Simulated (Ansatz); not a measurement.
```
Fe Pt
1.0
     2.72910    0.00000    0.00000
     0.00000    2.72910    0.00000
     0.00000    0.00000    3.76523
Fe Pt
1 1
Direct
  0.50000 0.50000 0.50000
  0.00000 0.00000 0.00000
```

Space group P4/mmm; a structure generated by program, which may or may not match a known phase; spin-polarised.

All numbers below come from Ansatz 0.2.0, DFT PBE, scalar-relativistic, plane waves, PAW.

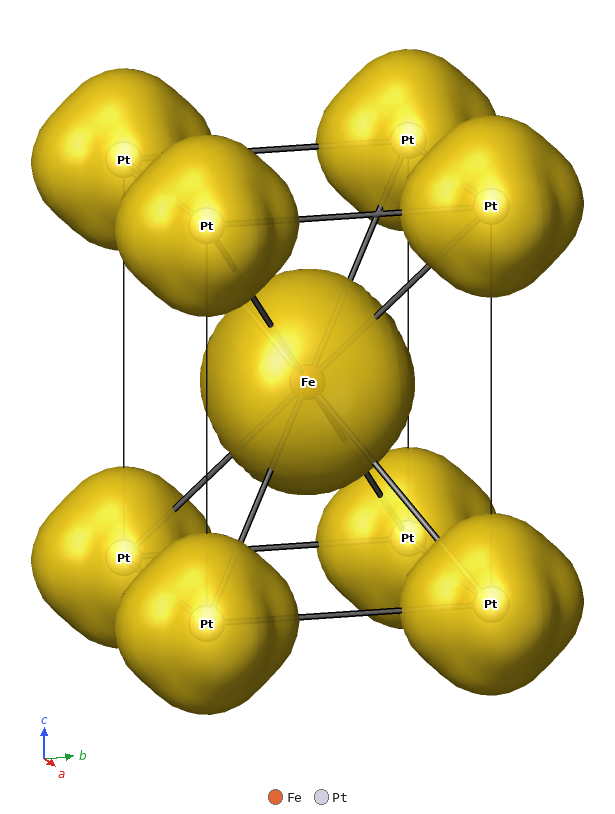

FePt. Isosurfaces of the magnetisation density (up minus down) at +0.08 (yellow) and −0.08 e/Å³ (cyan), seen slightly off an axis. Sticks mark near contacts.

The density is the valence pseudo-density of a PAW calculation; it isn't the true density close to the nuclei.

Question: Describe the spin distribution.

Answer: The spin density sits on Fe: +3.0 μB in one cell of 2 atoms, with smaller moments on other sites: Pt (up to +0.38 μB): parallel moments, as they must be, since the calculation's own cell holds one magnetic site. The cell of the calculation (2 atoms) carries 3.3 μB of net spin moment. Only one sign reaches the isovalue.
